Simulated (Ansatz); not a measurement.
System: TiO₂.

Input

```
crystal:
  lattice:
    - [-4.3507577183, 4.3507577183, 1.8875555959]
    - [4.3507577183, -4.3507577183, 1.8875555959]
    - [4.3507577183, 4.3507577183, -1.8875555959]
  atoms:
    - { symbol: Ti, position: [0.292281705, 0.997144755, 0.28942646] }
    - { symbol: Ti, position: [0.002855245, 0.292281705, 0.29513695] }
    - { symbol: Ti, position: [0.997144755, 0.707718295, 0.70486305] }
    - { symbol: Ti, position: [0.707718295, 0.002855245, 0.71057354] }
    - { symbol: O, position: [0.498863825, 0.849215285, 0.34807911] }
    - { symbol: O, position: [0.16166202, 0.1596026, 0.32126462] }
    - { symbol: O, position: [0.150784715, 0.498863825, 0.64964854] }
    - { symbol: O, position: [0.1596026, 0.83833798, 0.99794058] }
    - { symbol: O, position: [0.8403974, 0.16166202, 0.00205942] }
    - { symbol: O, position: [0.849215285, 0.501136175, 0.35035146] }
    - { symbol: O, position: [0.83833798, 0.8403974, 0.67873538] }
    - { symbol: O, position: [0.501136175, 0.150784715, 0.65192089] }
hamiltonian:
  xc: pbe
  pseudopotentials: { kind: paw }
kpoints:
  mp_grid: { grid: [6, 6, 6] }
scf:
  occupations: { method: fermi_dirac, width: 0.05 }
output:
  forces: true
  stress: true
  eigenvalues: true
  write_density: true
  write_potential: true
  elf: true
  volumetric_format: npy
relax:
  f_tol: 0.01
  max_steps: 40
  cell: { stress_tol: 0.05 }
```

Run with:

```sh
ansatz run input.yaml --threads 4 --pin off --max-ram 11264MiB --backend cpu --events-out ev --progress --plain --runs-dir out
```

Below, planes, directions and counts refer to the conventional cell (a = 8.81 Å, b = 8.81 Å, c = 3.77 Å, α = 90.00°, β = 90.00°, γ = 90.00°).

The fields are those of the run's last geometry, not of the input's.

Space group I4/m; a structure from a database of computed crystals, not necessarily the ambient phase.

Computed with Ansatz, Kohn-Sham DFT of a periodic cell, PBE, Ansatz PAW.

Q: What will maps of the valence pseudo-density and electron localisation function show?

A: Ti–O (1.77 Å): ρ is about 1.1 e/Å³ halfway; the ELF peaks at about 0.80 in the valence shell of O, 0.5 Å from its nucleus, and is about 0.25 at the midpoint (no shared electron pair shows on this line).
Ti–O (1.86 Å): ρ at the midpoint is about 0.89 e/Å³; the ELF peaks at about 0.85 in the valence shell of O, 0.6 Å from its nucleus, and is about 0.25 at the midpoint (no localised pair shows between them).
Ti–O (1.96 Å): ρ is about 0.71 e/Å³ halfway; the ELF peaks at about 0.80 in the valence shell of O, 0.6 Å from its nucleus, and is about 0.20 at the midpoint; no shared electron pair shows on this line.

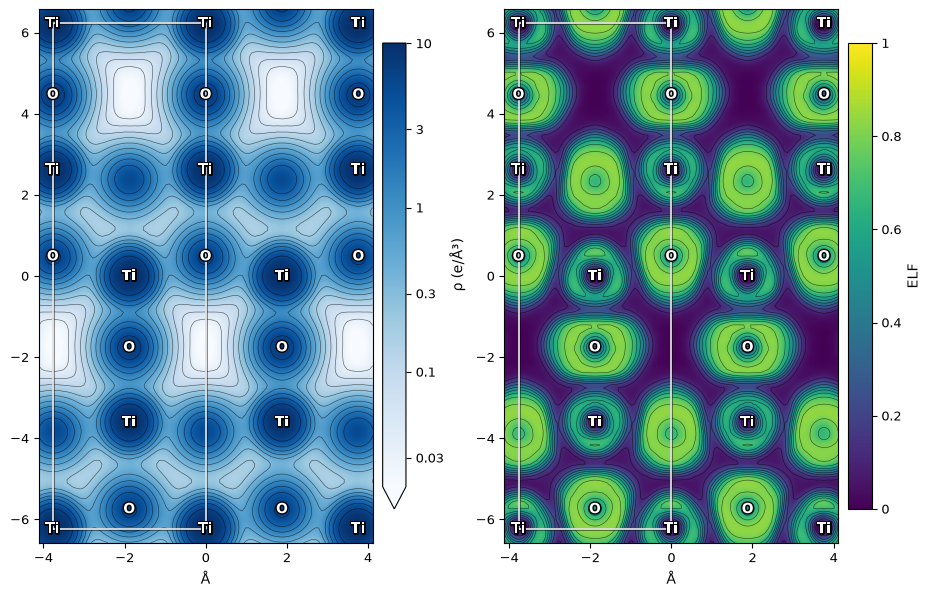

Computed valence pseudo-density and electron localisation function on the (11̄0) plane of the conventional cell, in this order. Atoms just off the plane (O, 0.3 Å away) can leave unmarked features too.

Core electrons are frozen (PAW), and the valence fields are smoothed inside the atomic spheres.
